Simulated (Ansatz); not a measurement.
# Two runs on GaSb

System: GaSb (Pm-3m, 2 atoms in the cell).
Method of run 1: DFT, r2SCAN, plane waves, PAW, no spin polarisation (Ansatz 0.2.0).

The structure was built on a prototype by a generator. The geometry comes from this level: r2SCAN. Text and figures count atoms from 1; the logs count them from 0 in places.

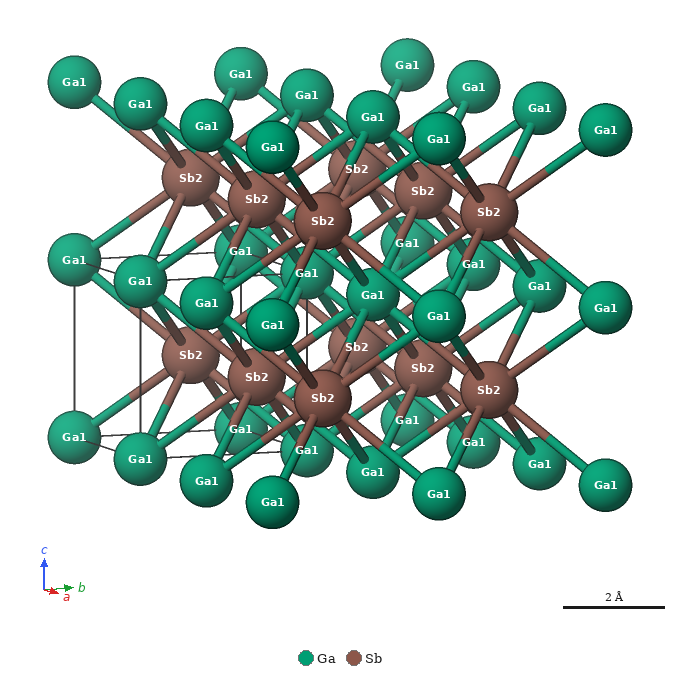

**Figure 1.** The structure as given in the input (ball-and-stick view of the cell of the calculation, repeated 3 × 2 × 2, seen slightly off an axis; atoms are numbered from 1 in the order of the input). An atom can appear more than once, as a periodic image. Near neighbours in the periodic cell (some may lie outside the picture): Ga has 8 Sb at 3.10 Å; Sb has 8 Ga at 3.10 Å.

**Input, run 1**
```yaml
crystal:
  lattice:
    - [3.581818482, 0.0, 0.0]
    - [0.0, 3.581818482, 0.0]
    - [0.0, 0.0, 3.581818482]
  atoms:
    - { symbol: Ga, position: [0.0, 0.0, 0.0] }
    - { symbol: Sb, position: [0.5, 0.5, 0.5] }
kpoints:
  mp_grid: { grid: [8, 8, 8] }
  band_path:
    path:
      - [0.0, 0.0, 0.0]
      - [0.0, 0.5, 0.0]
      - [0.5, 0.5, 0.0]
      - [0.5, 0.5, 0.5]
      - [0.05, 0.5, 0.0]
      - [0.45, 0.45, 0.45]
    npoints: 1
hamiltonian:
  xc: r2scan
scf:
  occupations: { method: fermi_dirac, width: 0.02 }
  n_extra_bands: 4
output:
  forces: true
  stress: true
  eigenvalues: true
```

Command:
```bash
ansatz run input.yaml --threads 2 --pin off --max-ram 2211MiB --backend cpu --events-out ev --progress --plain --runs-dir out
```

Hardware: 2 threads of Arm Neoverse V1, 24 GiB of memory available, shared host.

**Output, shortened to warnings, some set-up lines, iterations and results (run 1)**
```
Basis set: ecut = 500 eV, 1189 PW (Γ), exchange–correlation on 108×108×108 points (64 copies of the dense FFT grid, shifted against one another)
Symmetry: 48 space group operations
k-points: 35 of 512
Initial density: superposition of atomic densities (neutral atoms: chi_scale 0, normalization atom), corrected by the library's trained network
[...]
SCF iter   1: F=—  HF=-10288.807267 eV  |F-HF|=—  |Δ(HF+E_count)|=         —  Δρ=8.00e-3  dr2=1.26e-2  dr2_τ=4.43e-4  ethr=1.77e-3  ⟨swp⟩=6.5  Hψ=3253  notcnv=0
SCF iter   2: F=—  HF=-10288.827792 eV  |F-HF|=—  |Δ(HF+E_count)|=   2.05e-2  Δρ=2.94e-3  dr2=3.62e-3  dr2_τ=4.48e-5  ethr=4.50e-5  ⟨swp⟩=2.3  Hψ=1374  notcnv=0  defer=8
SCF iter   3: F=—  HF=-10288.828884 eV  |F-HF|=—  |Δ(HF+E_count)|=   1.09e-3  Δρ=1.82e-3  dr2=1.09e-3  dr2_τ=1.69e-5  ethr=1.29e-5  ⟨swp⟩=2.3  Hψ=1035  notcnv=0  defer=8
SCF iter   4: F=—  HF=-10288.829672 eV  |F-HF|=—  |Δ(HF+E_count)|=   7.88e-4  Δρ=3.30e-4  dr2=3.31e-5  dr2_τ=9.32e-7  ethr=3.91e-6  ⟨swp⟩=2.6  Hψ=1017  notcnv=0  defer=8
SCF iter   5: F=—  HF=-10288.829738 eV  |F-HF|=—  |Δ(HF+E_count)|=   6.63e-5  Δρ=1.16e-4  dr2=4.42e-6  dr2_τ=1.04e-7  ethr=1.18e-7  ⟨swp⟩=3.0  Hψ=1127  notcnv=0  defer=8
SCF iter   6: F=—  HF=-10288.829747 eV  |F-HF|=—  |Δ(HF+E_count)|=   8.69e-6  Δρ=2.46e-5  dr2=2.71e-7  dr2_τ=4.63e-9  ethr=1.58e-8  ⟨swp⟩=2.0  Hψ=1115  notcnv=0  defer=8
SCF iter   7: F=-10288.829748 eV  HF=-10288.829748 eV  |F-HF|=1.29e-8  |Δ(HF+E_count)|=   6.82e-7  Δρ=5.81e-6  dr2=1.60e-8  dr2_τ=2.94e-10  ethr=3.57e-10  ⟨swp⟩=6.8  Hψ=2894  …
SCF 1 converged in 7 iterations: F = -10288.829748 eV  dr2 = 1.60e-8
NSCF: frozen V_eff on 6 k-points
SCF converged after 7 iterations
Free energy (F): -10288.829748 eV
Harris-Foulkes:  -10288.829748 eV  (|F-HF|=1.29e-8)
Internal energy: -10288.826445 eV  (E = F + TS)
E sigma→0 (E₀):  -10288.828097 eV
Entropy (-TS):   -0.003302 eV (-1.651 meV/atom)
Fermi energy:    10.581321 eV
--- Per-component energies (eV) ---
  E_band       = -194.962505
  E_kinetic    = 319.944034
  E_local      = -3231.219373  (includes V_loc(G=0)·N_el)
  E_nonlocal   = 786.190583
  E_hartree    = 1502.662590
  E_xc         = -189.688731
  E_vxc        = -162.610390  (∫ρ·V_xc dr)
  E_paw        = -6600.814673  (= ΣΔE_a)
  E_vpaw       = -922.970944  (= ΣTr[D̂ρ^β])
  E_aug_tail   = -0.000045  (compensation charges beyond the density's cutoff)
  E_vtau       = 10.379961  (kinetic-family band-sum trace: ∫τ·v_τ [+ j·A + Jᵃ·Aᵃ] dr)
  E_ewald      = -2875.753796
  E_core_change = -0.147033  (= ΣΔE_core)
  E_smearing   = -0.003302  (= −TS)
  E_closure    = 0.000000  (closes the sum)
  Σ components = -10288.829748   (vs F -10288.829748, Δ=0.00e0)
--- Forces (eV/Å), atoms counted from 1 ---
  atom   1  Ga    -0.00000000     0.00000000     0.00000000
  atom   2  Sb    -0.00000000    -0.00000000     0.00000000
  max |Σ_I F_I| component: 1.21e-29 eV/Å
--- Stress (GPa, compression-positive) ---
        0.287950      -0.000000       0.000000
       -0.000000       0.287950       0.000000
       -0.000000       0.000000       0.287950
  P = ⅓ Tr σ = 0.2880 GPa (2.880 kbar)
```

The input of run 2 differs as follows (lines with − go, lines with + come):
```diff
-      - [0.0, 0.0, 0.0]
-      - [0.0, 0.5, 0.0]
-      - [0.5, 0.5, 0.0]
-      - [0.5, 0.5, 0.5]
-      - [0.05, 0.5, 0.0]
-      - [0.45, 0.45, 0.45]
-    npoints: 1
+      - [[0.0, 0.0, 0.0], [1.807368252736e-50, 0.5, 1.792320441038e-35], [0.5, 0.5, 8.96160220519e-36], [0.0, 0.0, 0.0], [0.5, 0.5, 0.5], [1.807368252736e-50, 0.5, 1.792320441038e-35]]
+      - [[0.5, 0.5, 0.5], [0.5, 0.5, 8.96160220519e-36]]
+    npoints: 10
-  xc: r2scan
+  xc: pbe
```

How does run 2 compare with run 1?

The total energies belong to different methods, so their difference says nothing on which is more stable or more accurate. The pressure goes from 0.29 to 1.90 GPa. The functional changes from r2SCAN to PBE. The number of SCF iterations is the same. The default cutoff goes from 500 to 420 eV with the change. The plane waves at Γ go from 1189 to 895.

**Output, shortened to warnings, some set-up lines, iterations and results (run 2)**
```
Basis set: ecut = 420 eV, 895 PW (Γ), exchange–correlation on 48×48×48 points (8 copies of the dense FFT grid, shifted against one another)
Symmetry: 48 space group operations
k-points: 35 of 512
Initial density: superposition of atomic densities (neutral atoms: chi_scale 0, normalization atom), corrected by the library's trained network
[...]
SCF iter   1: F=—  HF=-10267.220074 eV  |F-HF|=—  |Δ(HF+E_count)|=         —  Δρ=2.07e-3  dr2=4.66e-3  ethr=1.77e-3  ⟨swp⟩=6.5  Hψ=3149  notcnv=0
SCF iter   2: F=—  HF=-10267.218329 eV  |F-HF|=—  |Δ(HF+E_count)|=   1.74e-3  Δρ=1.27e-3  dr2=1.71e-3  ethr=1.66e-5  ⟨swp⟩=2.8  Hψ=1370  notcnv=0
SCF iter   3: F=—  HF=-10267.217905 eV  |F-HF|=—  |Δ(HF+E_count)|=   4.24e-4  Δρ=5.35e-4  dr2=1.78e-4  ethr=6.12e-6  ⟨swp⟩=2.4  Hψ=998  notcnv=0
SCF iter   4: F=—  HF=-10267.217842 eV  |F-HF|=—  |Δ(HF+E_count)|=   6.32e-5  Δρ=2.11e-4  dr2=1.19e-5  ethr=6.36e-7  ⟨swp⟩=2.1  Hψ=973  notcnv=0
SCF iter   5: F=—  HF=-10267.217837 eV  |F-HF|=—  |Δ(HF+E_count)|=   5.21e-6  Δρ=9.97e-5  dr2=2.61e-6  ethr=4.26e-8  ⟨swp⟩=2.0  Hψ=1105  notcnv=0
SCF iter   6: F=—  HF=-10267.217837 eV  |F-HF|=—  |Δ(HF+E_count)|=   2.96e-7  Δρ=2.46e-5  dr2=2.25e-7  ethr=9.33e-9  ⟨swp⟩=2.0  Hψ=1117  notcnv=0
SCF iter   7: F=-10267.217837 eV  HF=-10267.217837 eV  |F-HF|=3.84e-9  |Δ(HF+E_count)|=   8.78e-9  Δρ=5.13e-6  dr2=1.18e-8  ethr=3.57e-10  ⟨swp⟩=5.3  Hψ=2677  notcnv=0
SCF 1 converged in 7 iterations: F = -10267.217837 eV  dr2 = 1.18e-8
NSCF: frozen V_eff on 62 k-points
SCF converged after 7 iterations
Free energy (F): -10267.217837 eV
Harris-Foulkes:  -10267.217837 eV  (|F-HF|=3.84e-9)
Internal energy: -10267.214302 eV  (E = F + TS)
E sigma→0 (E₀):  -10267.216070 eV
Entropy (-TS):   -0.003534 eV (-1.767 meV/atom)
Fermi energy:    10.668746 eV
--- Per-component energies (eV) ---
  E_band       = -176.768124
  E_kinetic    = 321.433738
  E_local      = -3228.045302  (includes V_loc(G=0)·N_el)
  E_nonlocal   = 783.390542
  E_hartree    = 1499.347944
  E_xc         = -208.214830
  E_vxc        = -154.793514  (∫ρ·V_xc dr)
  E_paw        = -6559.372484  (= ΣΔE_a)
  E_vpaw       = -897.447315  (= ΣTr[D̂ρ^β])
  E_aug_tail   = -0.000114  (compensation charges beyond the density's cutoff)
  E_ewald      = -2875.753796
  E_smearing   = -0.003534  (= −TS)
  E_closure    = -0.000000  (closes the sum)
  Σ components = -10267.217837   (vs F -10267.217837, Δ=0.00e0)
--- Forces (eV/Å), atoms counted from 1 ---
  atom   1  Ga     0.00000000     0.00000000     0.00000000
  atom   2  Sb     0.00000000     0.00000000     0.00000000
  max |Σ_I F_I| component: 6.10e-29 eV/Å
--- Stress (GPa, compression-positive) ---
        1.900374       0.000000       0.000000
        0.000000       1.900374       0.000000
        0.000000       0.000000       1.900374
  P = ⅓ Tr σ = 1.9004 GPa (19.004 kbar)
```

**The two runs side by side**

| quantity | run 1 | run 2 |
| --- | --- | --- |
| outcome | converged | converged |
| free energy per atom (eV) | −5144.4149 | −5133.6089 |
| energy per atom, smearing taken to zero (eV) | −5144.4140 | −5133.6080 |
| gap on the mesh (eV) | 0.00 | 0.00 |
| pressure (GPa) | 0.29 | 1.90 |
| largest force (eV/Å) | 0.000 | 0.000 |
| SCF iterations | 7 | 7 |
| irreducible k-points | 35 | 35 |
| plane waves at Γ | 1189 | 895 |
| wall time (shared host) | 3.1 s | 1.5 s |
